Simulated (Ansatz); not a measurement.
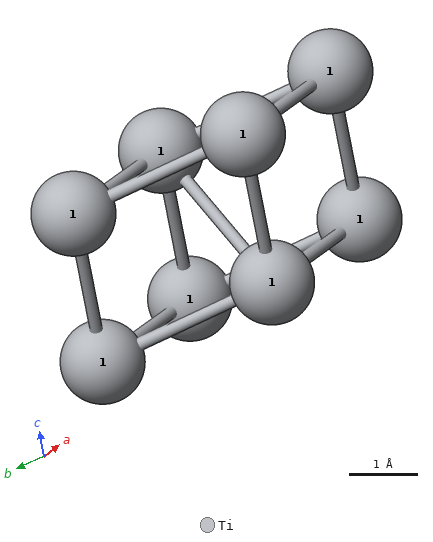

**Figure 1.** The input geometry (ball-and-stick view of the cell of the calculation, seen at an oblique angle; atoms are numbered from 1 in the order of the input). An atom can appear more than once, as a periodic image. Near neighbours in the periodic cell (some may lie outside the picture): Ti has 8 Ti at 2.84 Å.

**Ti: geometry relaxation**

The run: geometry relaxation of Ti (Im-3m, 1 atom in the cell). Method and program: DFT PBEsol, scalar-relativistic, plane waves, PAW, no spin polarisation (Ansatz 0.2.0).

The structure derives from an entry of the Crystallography Open Database. Figures and captions count atoms from 1; the log counts them from 0 in places.

### Input file
```yaml
crystal:
  lattice:
    - [-1.641, 1.641, 1.641]
    - [1.641, -1.641, 1.641]
    - [1.641, 1.641, -1.641]
  atoms:
    - { symbol: Ti, position: [0.0, 0.0, 0.0] }
basis:
  ecutwfc: 420
kpoints:
  mp_grid: { grid: [18, 18, 18] }
hamiltonian:
  xc: pbesol
scf:
  occupations: { method: gaussian, width: 0.1 }
output:
  forces: true
  stress: true
  eigenvalues: true
  write_density: true
  write_potential: true
  elf: true
  volumetric_format: npy
relax:
  adjacent_minimum: "off"
  f_tol: 0.005
  max_steps: 80
  cell: { stress_tol: 0.05 }
```

Run on 1 thread of Arm Neoverse V2, 24 GiB of memory available, shared host.

Command:
```bash
ansatz run input.yaml --threads 1 --pin off --max-ram 2560MiB --backend cpu --events-out ev --progress --plain --runs-dir out
```

### What the program printed
```
Engine: ansatz 0.2.0, aarch64-unknown-linux-gnu
Pseudopotentials: kind: paw
Pseudopotential: Ti, paw, valence charge 12, recommended cutoff 420 eV (normal), Ti.paw.azcp
Functional definition: PBEsol
  exchange = pbesol_x
  correlation = pbesol_c
Crystal: 1 atoms, lattice volume = 17.676 Å³
Basis set: ecut = 420 eV, 369 PW (Γ), exchange–correlation on 40×40×40 points (8 copies of the dense FFT grid, shifted against one another)
Bands: 10, of which v1, the nominal top of the filled ones, is band 6 counted from 1 (5 counted from 0)
Symmetry: 48 space group operations
Space group: Im-3m (ITA 229), of the structure as read, at distance tolerance 2.6e-5 Å
k-points: 195 of 5832
Non-local potential: Ti, projectors of the file, l = 0: 3, l = 1: 2, l = 2: 3, l = 3: 1
PAW form: soft (Blöchl's): semilocal exchange-correlation on the pseudo side does not see the compensation charge
PAW frozen core: Ti, regenerated for the run's functional, and the local potential with it (the file was generated under x = pbe(κ = 0.804, μ = 0.2195149727645171), c = pbe(β = 0.06672455060314922))
PAW one-centre angular grid: Ti, 590 points (default); XC on 64 Gauss nodes
Initial density: superposition of atomic densities (neutral atoms: chi_scale 0, normalization atom), corrected by the library's trained network
Initial wavefunctions: pseudopotential atomic-orbital guess
Functional: x = pbesol(κ = 0.804, μ = 0.12345679012345678), c = pbesol(β = 0.046)
SCF iter   1: F=—  HF=-2473.773917 eV  |F-HF|=—  |Δ(HF+E_count)|=         —  Δρ=4.92e-3  dr2=2.50e-3  ethr=1.77e-3  ⟨swp⟩=4.4  Hψ=10350  notcnv=0
preconditioner: auto → none  [metal: Δε(μ)=0.013 eV  Ē_g=4.088 eV  σ=0.100 eV  W_gap=0.07  n_scr=0 (ndim 8)  ℏωp=17.7 eV  f_vac=0.000  D(μ)=2.24/eV (n_scr^D=42)]
SCF iter   2: F=—  HF=-2473.772948 eV  |F-HF|=—  |Δ(HF+E_count)|=   9.68e-4  Δρ=1.45e-3  dr2=3.52e-4  ethr=2.08e-5  ⟨swp⟩=3.0  Hψ=5248  notcnv=0  defer=20
SCF iter   3: F=—  HF=-2473.772884 eV  |F-HF|=—  |Δ(HF+E_count)|=   6.41e-5  Δρ=7.91e-4  dr2=4.84e-5  ethr=2.93e-6  ⟨swp⟩=2.2  Hψ=2561  notcnv=0  defer=20
SCF iter   4: F=—  HF=-2473.772885 eV  |F-HF|=—  |Δ(HF+E_count)|=   1.27e-6  Δρ=1.42e-4  dr2=1.61e-6  ethr=4.03e-7  ⟨swp⟩=1.0  Hψ=1930  notcnv=0  defer=20
iter 5 did not close the SCF: its close was put off for the readings that it lacked (scf_convergence_deferred on its scf_iter line)
SCF iter   5: F=-2473.772886 eV  HF=-2473.772886 eV  |F-HF|=4.87e-10  |Δ(HF+E_count)|=   1.67e-7  Δρ=1.08e-5  dr2=8.33e-9  ethr=1.34e-8  ⟨swp⟩=1.0  Hψ=1930  notcnv=0  defer=20
SCF iter   6: F=-2473.772886 eV  HF=-2473.772886 eV  |F-HF|=1.14e-11  |Δ(HF+E_count)|=  8.25e-10  Δρ=6.38e-7  dr2=1.92e-11  ethr=6.94e-11  ⟨swp⟩=4.1  Hψ=8787  notcnv=0
SCF 1 converged in 6 iterations: F = -2473.772886 eV  dr2 = 1.92e-11
  greatest PAW one-centre occupation: 0.999 electrons in one spin orbital (limit 2), on the Ti atom at site 0 (counted from 0), in its partial waves of l = 0
relax step   1: F+E_penalty+E_count = -2473.77288552 eV  Δ(F+E_penalty+E_count) = +0.000e0 eV  max|allowed force component| = 0.000e0 eV/Å  Δτ_max = 0.0000 Å  P = -6.740 GPa  Ω = 17.676 Å³  (6 SCF iters, dr2 threshold 1.00e-7 eV, accepted)
Crystal: 1 atoms, lattice volume = 15.575 Å³
Basis set: ecut = 420 eV, 321 PW (Γ), exchange–correlation on 40×40×40 points (8 copies of the dense FFT grid, shifted against one another)
Initial density: handed on by an earlier stage of this run
Initial wavefunctions: those handed on with the density
iter 1 solved again at ethr=1.24e-5 eV; its pass at ethr=3.10e-3 eV (dr2=1.49e-3 eV) is discarded
SCF iter   1: F=—  HF=-2473.775764 eV  |F-HF|=—  |Δ(HF+E_count)|=         —  Δρ=3.05e-3  dr2=1.51e-3  ethr=1.24e-5  ⟨swp⟩=1.0  Hψ=13919  notcnv=0
preconditioner: auto → none  [metal: Δε(μ)=0.010 eV  Ē_g=4.639 eV  σ=0.100 eV  W_gap=0.05  n_scr=0 (ndim 8)  ℏωp=18.8 eV  f_vac=0.000  D(μ)=2.10/eV (n_scr^D=42)]
SCF iter   2: F=—  HF=-2473.776170 eV  |F-HF|=—  |Δ(HF+E_count)|=   4.06e-4  Δρ=1.67e-3  dr2=2.21e-4  ethr=1.24e-5  ⟨swp⟩=2.1  Hψ=2867  notcnv=0
SCF iter   3: F=—  HF=-2473.776380 eV  |F-HF|=—  |Δ(HF+E_count)|=   2.10e-4  Δρ=4.55e-4  dr2=8.89e-6  ethr=1.84e-6  ⟨swp⟩=2.1  Hψ=2845  notcnv=0
SCF iter   4: F=—  HF=-2473.776502 eV  |F-HF|=—  |Δ(HF+E_count)|=   1.22e-4  Δρ=7.66e-5  dr2=6.09e-7  ethr=7.41e-8  ⟨swp⟩=2.0  Hψ=3148  notcnv=0
SCF iter   5: F=-2473.776504 eV  HF=-2473.776504 eV  |F-HF|=1.55e-9  |Δ(HF+E_count)|=   1.30e-6  Δρ=5.05e-6  dr2=2.28e-9  ethr=8.33e-10  ⟨swp⟩=7.5  Hψ=11715  notcnv=0
SCF 2 converged in 5 iterations: F = -2473.776504 eV  dr2 = 2.28e-9
relax step   2: F+E_penalty+E_count = -2473.77650359 eV  Δ(F+E_penalty+E_count) = -3.618e-3 eV  max|allowed force component| = 0.000e0 eV/Å  Δτ_max = 0.0000 Å  P = +7.474 GPa  Ω = 15.575 Å³  energy of the carried Pulay correction = +1.268e-4 eV  (5 SCF iters, dr2 threshold 1.00e-7 eV, accepted)
Crystal: 1 atoms, lattice volume = 16.613 Å³
iter 1 solved again at ethr=2.36e-6 eV; its pass at ethr=3.10e-3 eV (dr2=2.83e-4 eV) is discarded
SCF iter   1: F=—  HF=-2473.797635 eV  |F-HF|=—  |Δ(HF+E_count)|=         —  Δρ=1.34e-3  dr2=3.03e-4  ethr=2.36e-6  ⟨swp⟩=1.7  Hψ=13323  notcnv=0
preconditioner: auto → none  [metal: Δε(μ)=0.009 eV  Ē_g=4.318 eV  σ=0.100 eV  W_gap=0.05  n_scr=0 (ndim 8)  ℏωp=18.2 eV  f_vac=0.000  D(μ)=2.21/eV (n_scr^D=42)]
SCF iter   2: F=—  HF=-2473.797817 eV  |F-HF|=—  |Δ(HF+E_count)|=   1.82e-4  Δρ=8.56e-4  dr2=6.47e-5  ethr=2.36e-6  ⟨swp⟩=2.2  Hψ=2892  notcnv=0
SCF iter   3: F=—  HF=-2473.797882 eV  |F-HF|=—  |Δ(HF+E_count)|=   6.50e-5  Δρ=2.01e-4  dr2=2.05e-6  ethr=5.39e-7  ⟨swp⟩=2.0  Hψ=2831  notcnv=0
SCF iter   4: F=—  HF=-2473.797909 eV  |F-HF|=—  |Δ(HF+E_count)|=   2.74e-5  Δρ=1.01e-4  dr2=4.88e-7  ethr=1.71e-8  ⟨swp⟩=2.1  Hψ=3127  notcnv=0
SCF iter   5: F=—  HF=-2473.797914 eV  |F-HF|=—  |Δ(HF+E_count)|=   4.48e-6  Δρ=2.03e-5  dr2=1.97e-8  ethr=8.33e-10  ⟨swp⟩=4.8  Hψ=9972  notcnv=0
SCF iter   6: F=-2473.797914 eV  HF=-2473.797914 eV  |F-HF|=1.57e-9  |Δ(HF+E_count)|=   1.74e-7  Δρ=2.04e-6  dr2=2.00e-10  ethr=1.64e-10  ⟨swp⟩=6.9  Hψ=10944  notcnv=0
SCF 3 converged in 6 iterations: F = -2473.797914 eV  dr2 = 2.00e-10
relax step   3: F+E_penalty+E_count = -2473.79791388 eV  Δ(F+E_penalty+E_count) = -2.141e-2 eV  max|allowed force component| = 0.000e0 eV/Å  Δτ_max = 0.0000 Å  P = -0.501 GPa  Ω = 16.613 Å³  energy of the carried Pulay correction = +6.220e-5 eV  (6 SCF iters, dr2 threshold 1.00e-7 eV, accepted)
Crystal: 1 atoms, lattice volume = 16.542 Å³
iter 1 solved again at ethr=1.15e-8 eV; its pass at ethr=3.10e-3 eV (dr2=1.38e-6 eV) is discarded
SCF iter   1: F=—  HF=-2473.798033 eV  |F-HF|=—  |Δ(HF+E_count)|=         —  Δρ=1.05e-4  dr2=2.01e-6  ethr=1.15e-8  ⟨swp⟩=2.0  Hψ=13192  notcnv=0
preconditioner: auto → none  [metal: Δε(μ)=0.002 eV  Ē_g=4.348 eV  σ=0.100 eV  W_gap=0.01  n_scr=0 (ndim 8)  ℏωp=18.3 eV  f_vac=0.000  D(μ)=2.19/eV (n_scr^D=42)]
SCF iter   2: F=—  HF=-2473.798034 eV  |F-HF|=—  |Δ(HF+E_count)|=   9.24e-7  Δρ=6.10e-5  dr2=3.42e-7  ethr=1.15e-8  ⟨swp⟩=2.2  Hψ=3133  notcnv=0
SCF iter   3: F=—  HF=-2473.798034 eV  |F-HF|=—  |Δ(HF+E_count)|=   1.82e-7  Δρ=1.70e-5  dr2=1.42e-8  ethr=8.33e-10  ⟨swp⟩=7.7  Hψ=11796  notcnv=0
SCF iter   4: F=-2473.798034 eV  HF=-2473.798034 eV  |F-HF|=9.00e-11  |Δ(HF+E_count)|=   1.56e-7  Δρ=2.26e-6  dr2=8.48e-10  ethr=1.18e-10  ⟨swp⟩=6.9  Hψ=10958  notcnv=0
SCF 4 converged in 4 iterations: F = -2473.798034 eV  dr2 = 8.48e-10
relax step   4: F+E_penalty+E_count = -2473.79803398 eV  Δ(F+E_penalty+E_count) = -1.201e-4 eV  max|allowed force component| = 0.000e0 eV/Å  Δτ_max = 0.0000 Å  P = -0.017 GPa  Ω = 16.542 Å³  energy of the carried Pulay correction = +6.652e-5 eV  (4 SCF iters, dr2 threshold 1.00e-7 eV, accepted)
Initial wavefunctions: pseudopotential atomic-orbital guess (no wavefunctions were taken with the density)
iter 1 solved again at ethr=5.10e-8 eV; its pass at ethr=3.10e-3 eV (dr2=6.12e-6 eV) is discarded
SCF iter   1: F=—  HF=-2473.797955 eV  |F-HF|=—  |Δ(HF+E_count)|=         —  Δρ=4.81e-5  dr2=5.29e-8  ethr=5.10e-8  ⟨swp⟩=2.0  Hψ=14597  notcnv=0
preconditioner: auto → none  [metal: Δε(μ)=0.002 eV  Ē_g=4.347 eV  σ=0.100 eV  W_gap=0.01  n_scr=0 (ndim 8)  ℏωp=18.3 eV  f_vac=0.000  D(μ)=2.19/eV (n_scr^D=42)]
SCF iter   2: F=—  HF=-2473.797956 eV  |F-HF|=—  |Δ(HF+E_count)|=   2.84e-7  Δρ=2.32e-5  dr2=1.29e-8  ethr=4.41e-10  ⟨swp⟩=2.3  Hψ=2896  notcnv=0
SCF iter   3: F=—  HF=-2473.797956 eV  |F-HF|=—  |Δ(HF+E_count)|=   7.52e-9  Δρ=7.27e-6  dr2=3.94e-9  ethr=1.08e-10  ⟨swp⟩=1.8  Hψ=2283  notcnv=0
SCF iter   4: F=—  HF=-2473.797956 eV  |F-HF|=—  |Δ(HF+E_count)|=  3.85e-10  Δρ=1.28e-6  dr2=7.95e-11  ethr=3.29e-11  ⟨swp⟩=2.2  Hψ=2893  notcnv=0
SCF iter   5: F=-2473.797956 eV  HF=-2473.797956 eV  |F-HF|=1.36e-12  |Δ(HF+E_count)|=  4.09e-11  Δρ=6.51e-8  dr2=7.53e-13  ethr=1.00e-12  ⟨swp⟩=4.6  Hψ=6521  notcnv=0
SCF 5 converged in 5 iterations: F = -2473.797956 eV  dr2 = 7.53e-13
relax step   5: F+E_penalty+E_count = -2473.79795564 eV  Δ(F+E_penalty+E_count) = +7.834e-5 eV  max|allowed force component| = 0.000e0 eV/Å  Δτ_max = 0.0000 Å  P = -0.009 GPa  Ω = 16.542 Å³  stress off target by 8.79e-3 GPa  SCF on the basis re-selected at this cell (its energy is not comparable with the rows above)  (5 SCF iters)
```

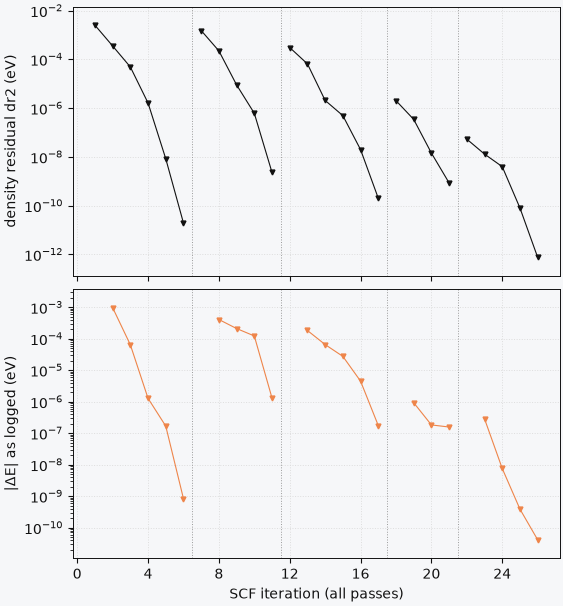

**Figure 2.** Convergence of the self-consistent field: density residual dr2 and size of the energy change against the SCF iteration. The dotted lines part the SCF passes of the relaxation: geometry steps, rejected trials and re-solves on a re-selected basis. The 5 passes take 4 to 6 iterations each, 26 in all.

```
basis re-selected at this cell: Δ(F+E_penalty+E_count) = +7.834e-5 eV, ΔP = +0.008 GPa vs the last step (what re-selecting the basis moved, of the pressure what is left beyond the Pulay correction that the steps carried, after the strain that the cell walked since its last selection, with what the two solves' SCF thresholds leave and, on support functions, any second-order correction that the steps lacked; it is no measure of the basis error at this ecutwfc). This SCF's stress stands 8.79e-3 GPa from its target on what of the cell is left free (relax.cell.stress_tol is 5.00e-2 GPa) and its largest allowed force component is 0.00e0 eV/Å (relax.f_tol is 5.00e-3 eV/Å): within both
SCF converged after 5 iterations
Free energy (F): -2473.797956 eV
Harris-Foulkes:  -2473.797956 eV  (|F-HF|=1.36e-12)
Internal energy: -2473.786986 eV  (E = F + TS)
E sigma→0 (E₀):  -2473.792471 eV
Entropy (-TS):   -0.010970 eV (-10.970 meV/atom)
Fermi energy:    13.766523 eV
--- Per-component energies (eV) ---
  E_band       = -147.013473
  E_kinetic    = 273.648716
  E_local      = -786.971814  (includes V_loc(G=0)·N_el)
  E_nonlocal   = 9.802643
  E_hartree    = 324.730710
  E_xc         = -96.980848
  E_vxc        = -121.883640  (∫ρ·V_xc dr)
  E_paw        = -1022.831436  (= ΣΔE_a)
  E_vpaw       = -171.070949  (= ΣTr[D̂ρ^β])
  E_aug_tail   = 0.000120  (compensation charges beyond the density's cutoff)
  E_ewald      = -1175.324462
  E_core_change = 0.139384  (= ΣΔE_core)
  E_smearing   = -0.010970  (= −TS)
  E_closure    = 0.000000  (closes the sum)
  Σ components = -2473.797956   (vs F -2473.797956, Δ=0.00e0)
--- Forces (eV/Å), atoms counted from 1 ---
  atom   1  Ti     0.00000000     0.00000000    -0.00000000
  max |Σ_I F_I| component: 7.96e-33 eV/Å
--- Stress (GPa, compression-positive) ---
       -0.008786      -0.000000       0.000000
       -0.000000      -0.008786       0.000000
        0.000000      -0.000000      -0.008786
  P = ⅓ Tr σ = -0.0088 GPa (-0.088 kbar)
--- Band table (eV; the first three rows and the last of 195) ---
  k-point 0: bands = ["-42.3900", "-18.2950", "-18.2950", "-18.2950", "7.7418", "14.7999", "14.7999", "14.7999", "16.6879", "16.6879"]
  k-point 1: bands = ["-42.3851", "-18.3204", "-18.3027", "-18.2952", "7.8527", "14.7473", "14.7859", "14.8827", "16.6246", "16.6909"]
  k-point 2: bands = ["-42.3710", "-18.3931", "-18.3249", "-18.2957", "8.1769", "14.5992", "14.7248", "15.1265", "16.4804", "16.7020"]
  k-point 194: bands = ["-42.1115", "-18.8418", "-18.8418", "-18.8418", "11.4901", "11.4901", "17.9673", "17.9673", "17.9673", "22.5111"]
--- Relaxed structure (4 steps of the walk, 4 accepted, 1 SCFs on fresh bases) ---
  F+E_penalty+E_count = -2473.79795564 eV   max|allowed force component| = 0.000e0 eV/Å   (the final SCF, on the basis selected at the relaxed cell)
  cell:  # Å, volume = 16.5417 Å³
    - [-1.6051160628717123, 1.6051160628717123, 1.6051160628717123]
    - [1.6051160628717123, -1.6051160628717123, 1.6051160628717123]
    - [1.6051160628717123, 1.6051160628717123, -1.6051160628717123]
  atoms:
    - { symbol: Ti, position: [0.0, 0.0, 0.0] }
```

### Trajectory as extended XYZ (Å, eV, eV/Å), 5 frames, from step=1 to step=5
```
1
Lattice="-1.6410 1.6410 1.6410 1.6410 -1.6410 1.6410 1.6410 1.6410 -1.6410" Properties=species:S:1:pos:R:3:forces:R:3 step=1 energy=-2473.77289 pressure_GPa=-6.74
Ti    0.0000    0.0000    0.0000    0.0000   0.0000   0.0000
1
Lattice="-1.5732 1.5732 1.5732 1.5732 -1.5732 1.5732 1.5732 1.5732 -1.5732" Properties=species:S:1:pos:R:3:forces:R:3 step=2 energy=-2473.77650 pressure_GPa=7.47
Ti    0.0000    0.0000    0.0000    0.0000   0.0000   0.0000
1
Lattice="-1.6074 1.6074 1.6074 1.6074 -1.6074 1.6074 1.6074 1.6074 -1.6074" Properties=species:S:1:pos:R:3:forces:R:3 step=3 energy=-2473.79791 pressure_GPa=-0.50
Ti    0.0000    0.0000    0.0000    0.0000   0.0000   0.0000
1
Lattice="-1.6051 1.6051 1.6051 1.6051 -1.6051 1.6051 1.6051 1.6051 -1.6051" Properties=species:S:1:pos:R:3:forces:R:3 step=4 energy=-2473.79803 pressure_GPa=-0.02
Ti    0.0000    0.0000    0.0000    0.0000   0.0000   0.0000
1
Lattice="-1.6051 1.6051 1.6051 1.6051 -1.6051 1.6051 1.6051 1.6051 -1.6051" Properties=species:S:1:pos:R:3:forces:R:3 step=5 energy=-2473.79796 pressure_GPa=-0.01
Ti    0.0000    0.0000    0.0000    0.0000   0.0000   0.0000
```

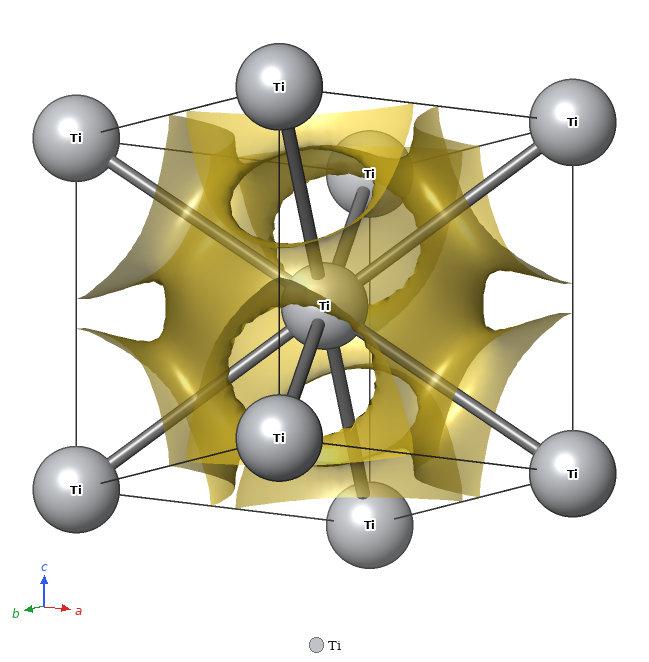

**Figure 3.** Isosurface of the ELF at 0.4 (yellow), seen at an oblique angle. Core shells and regions of very low density are left out. Sticks mark near contacts. The outline is the cell set on symmetry axes. Along the contacts the grid gives the following. Ti–Ti (2.78 Å): the ELF is about 0.20 at the midpoint (no shared electron pair). Core electrons are frozen (PAW), so the fields are smoothed inside the atomic spheres.

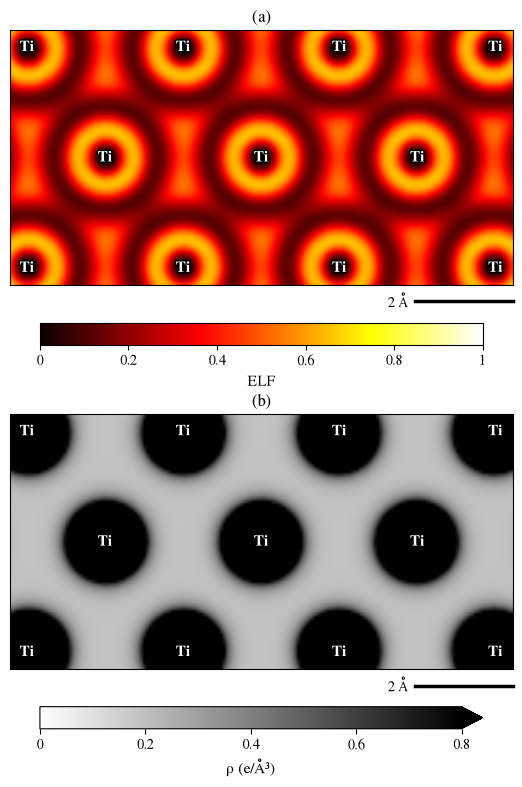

**Figure 4.** (a) ELF; (b) valence electron density on the (101) plane of the conventional cell. The section cuts through Ti sites. Ti–Ti (2.78 Å): the density is about 0.2 e/Å³ at the midpoint; the ELF is about 0.20 at the midpoint; no localised pair between them. Away from the nuclei the density in this plane falls to 0.19 e/Å³ at its lowest. The strong features right at Ti lie inside the PAW spheres (semicore, d or f shells) and say nothing about bonding.

### Summary

```csv
quantity,value
outcome,converged
space group (tolerance 0.01 Å),Im-3m (229)
electrons treated,12
free energy,−2473.7980 eV
Fermi energy,13.767 eV
gap on the k-point mesh,none (metallic)
pressure,−0.01 GPa
final volume,16.54 Å³
largest force (length of the vector) at the end,under 0.001 eV/Å
final cell,"a = 2.780 Å, b = 2.780 Å, c = 2.780 Å, α = 109.47°, β = 109.47°, γ = 109.47°"
wall time,9.2 s
peak memory,0.33 GiB
```
